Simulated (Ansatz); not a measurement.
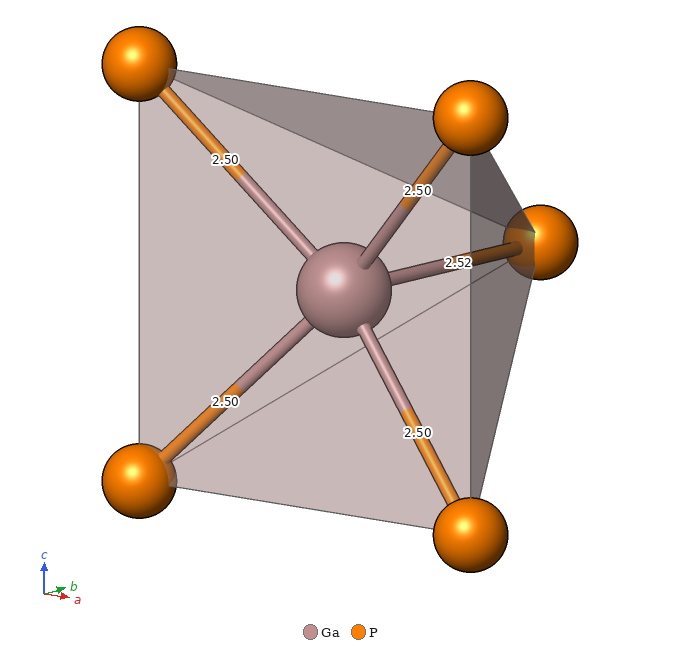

Coordination of Ga in GaP (Cmcm); bond lengths in Å. The shape measure S (0 to 100) is the computed least-squares distance from an ideal polyhedron; S = 0 means ideal. Source: coordinates from a relaxation with DFT, PBEsol, plane waves, PAW (Ansatz).

> What geometry does the central atom have?

GaP5: an essentially ideal square pyramid (coordination number 5, S = 0.07; next best trigonal bipyramid, S = 5.5).
